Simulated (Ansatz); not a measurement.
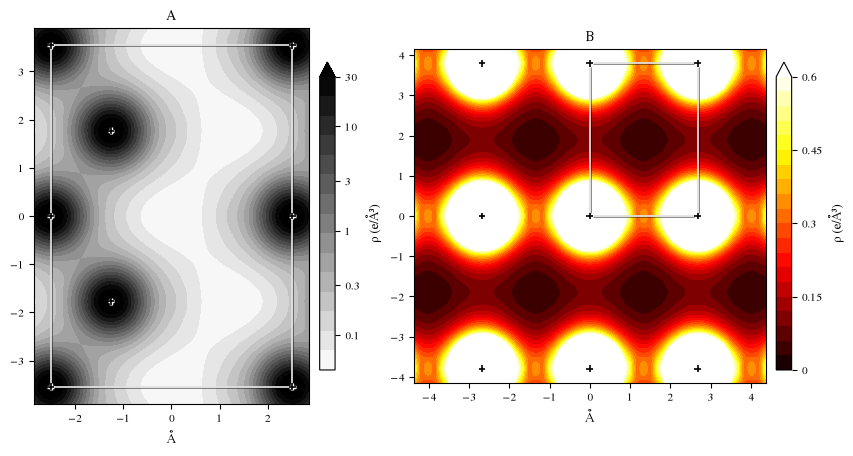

The valence pseudo-density of 2 systems, each on a plane through atoms (crosses mark nuclei in the plane).

Level of theory: DFT, BLYP, plane waves (420 eV) with PAW, scalar-relativistic (Ansatz 0.2.0).

System 1: Co, the (011) plane of the conventional cell. Space group Fd-3m; set up as Co, diamond; a generated structure, not necessarily the stable one; changed on purpose from its base cell (volume × 0.92); computed pressure about 9 GPa in this cell; spin-polarised.

System 2: Ge, the (101) plane of the conventional cell. Space group Pm-3m; set up as Ge, simple cubic; a generated structure, not necessarily the stable one; changed on purpose from its base cell (volume × 0.88); computed pressure about 8 GPa in this cell.

```
Ge
1.0
     2.68074    0.00000    0.00000
     0.00000    2.68074    0.00000
     0.00000    0.00000    2.68074
Ge
1
Direct
  0.00000 0.00000 0.00000
```

Question: Which map belongs to which system?

Answer: Panel A is system 1, Co: the plane holds Co. Co–Co (2.17 Å): ρ is about 0.61 e/Å³ halfway. Panel B is system 2, Ge: the plane holds Ge. Ge–Ge (2.68 Å): ρ is about 0.36 e/Å³ halfway, with its minimum of 0.32 e/Å³ about 1.5 Å from Ge.
